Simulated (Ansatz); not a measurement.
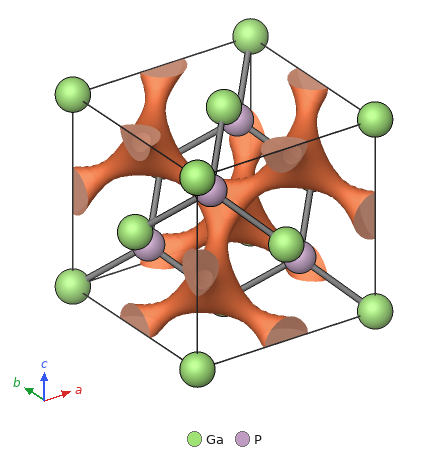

Crystal voids of GaP in space group F-43m: the orange surface encloses the regions where the procrystal electron density, the sum of the densities of spherically averaged neutral Hartree-Fock atoms, is below 0.01 e/bohr³ (1×1×1 cells, view from a free direction). No self-consistent density enters. Pale faces close the region where the drawn box cuts it. The usual level for crystal voids is 0.002 e/bohr³; this crystal has almost no region below it, so a higher level is used, which marks the interstitial space of lowest density.

Origin of the cell: a calculation's input that goes back to an entry of the Crystallography Open Database (an earlier step may have relaxed or displaced it).

Space group F-43m (No. 216). a = 5.451 Å, b = 5.451 Å, c = 5.451 Å, α = 90.00°, β = 90.00°, γ = 90.00°
```tsv
atom	site	symmetry	x	y	z
Ga	4a	-43m	0.0000	0.0000	0.0000
P	4d	-43m	0.2500	0.2500	0.7500
```

> What share of the cell is void by this measure?

The voids take about 11 % of the cell (17 Å³ of 162.0 Å³) and are bounded by about 72 Å² of surface per cell.

> What shape does the empty space take in three dimensions?

Where they connect, they form a three-dimensional network.

> How low does the density fall, and where?

To about 0.007 e/bohr³ near 0.25, 0.25, 0.25 (fractional), 2.4 Å from the nearest nucleus.

> At what density do the voids first join through the crystal?

At about 0.009 e/bohr³, as a three-dimensional network.
